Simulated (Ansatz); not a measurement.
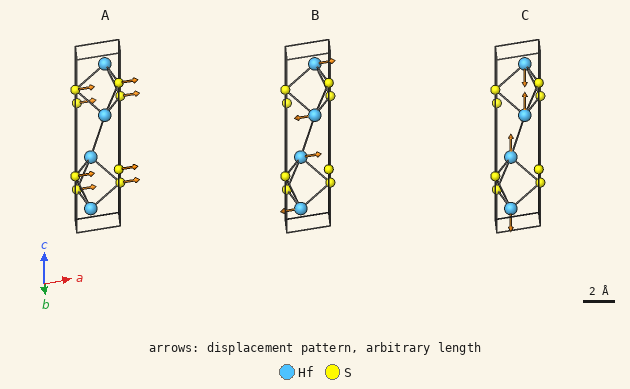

Modes of crystalline Hf₂S, space group P6₃/mmc (No. 194), at the zone centre (one member of each degenerate set). The orange arrows give the relative displacements of the atoms. Style: ball-and-stick. Shown: the cell of the calculation, from a free direction.

These are results of DFT PBEsol, scalar-relativistic, plane waves, PAW (Ansatz), not measurements.

The frequencies depend somewhat on the k-mesh and the smearing.

> Which are infrared-active and which Raman-active?

A is E₁u, infrared-active by symmetry (272 cm⁻¹). B is E₁g, Raman-active by symmetry (110 cm⁻¹). C is B₂u, silent by symmetry (neither infrared- nor Raman-active) (116 cm⁻¹). The crystal has a centre of inversion, so no mode is both. In a metal the free carriers screen the infrared response.
